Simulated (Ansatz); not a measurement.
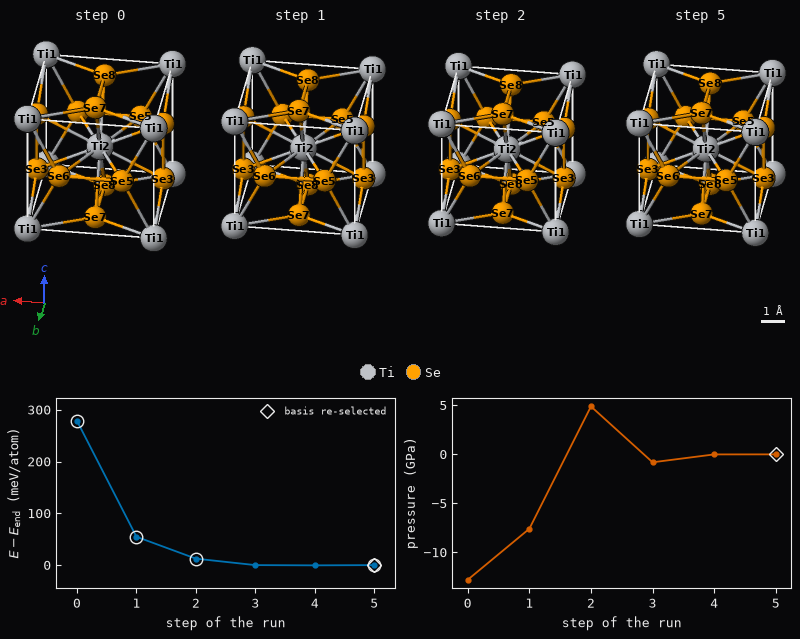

Frames of a relaxation of a crystal of TiSe₃ (built on the A15_223 type) (coarse preliminary run), marked on the history of the run. Style: ball-and-stick. Shown: the cell of the calculation, from a free direction.

Case: A15 type (Pm-3n, No. 223).

These are results of Ansatz, DFT PBE, scalar-relativistic, plane waves, PAW, not measurements.

Input file:
```yaml
crystal:
  lattice:
    - [5.7746995762, 0.0, 0.0]
    - [0.0, 5.7746995762, 0.0]
    - [0.0, 0.0, 5.7746995762]
  atoms:
    - { symbol: Ti, position: [0.0, 0.0, 0.0], spin: 1.01 }
    - { symbol: Ti, position: [0.5, 0.5, 0.5], spin: 1.01 }
    - { symbol: Se, position: [0.0, 0.5, 0.25], spin: -0.2 }
    - { symbol: Se, position: [0.0, 0.5, 0.75], spin: -0.2 }
    - { symbol: Se, position: [0.25, 0.0, 0.5], spin: -0.2 }
    - { symbol: Se, position: [0.75, 0.0, 0.5], spin: -0.2 }
    - { symbol: Se, position: [0.5, 0.75, 0.0], spin: -0.2 }
    - { symbol: Se, position: [0.5, 0.25, 0.0], spin: -0.2 }
basis:
  ecutwfc: 420
kpoints:
  mp_grid: { grid: [4, 4, 4] }
hamiltonian:
  xc: pbe
scf:
  occupations: { method: gaussian, width: 0.1 }
  lower_state_search: "off"
output:
  forces: true
  stress: true
  eigenvalues: true
  populations: true
magnetization:
  spin_polarized: true
relax:
  adjacent_minimum: "off"
  f_tol: 0.04
  max_steps: 70
  cell: { stress_tol: 0.4 }
```

Run as
```bash
ansatz run input.yaml --threads 1 --pin off --max-ram 2560MiB --backend cpu --events-out ev --progress --plain --runs-dir out
```

> What happens along the run?

The atoms keep their places relative to the cell (all moves are under 0.005 Å). The volume changes by −22.7 %, with a = b = c 5.775 → 5.301 Å (−8.2 %). Among the contacts that change: Ti1–Se3 3.228 → 2.963 Å, Se3–Se4 2.887 → 2.650 Å. The space group stays Pm-3n (No. 223). After 4 accepted moves (5 points after the start) the energy has fallen by 279 meV per atom. All forces vanish by symmetry, so only the cell relaxes. Pressure: −12.79 GPa at the start and −0.01 GPa at the end. The SCF was repeated once at an unchanged geometry on a basis and grid sized afresh for the cell, which shifted the energy by 0.5 meV per atom at most. Cost: 3.2 min on 1 thread of Arm Neoverse V1, with other jobs on the host, peak memory 0.61 GiB. From step 0 to 1: volume −13.9 %, energy −224 meV per atom. From step 1 to 2: volume −14.5 %, energy −42.3 meV per atom. From step 2 to 5: volume +5.0 %, energy −12.4 meV per atom.

```csv
step,"E − E(0), meV/atom","pressure, GPa","volume, Å³/atom",note
0,0.00,-12.79,24.071,
1,-223.82,-7.59,20.720,
2,-266.11,4.88,17.723,
3,-278.57,-0.81,18.786,
4,-279.02,-0.01,18.615,
5,-278.55,-0.01,18.615,"same geometry, new basis"
```
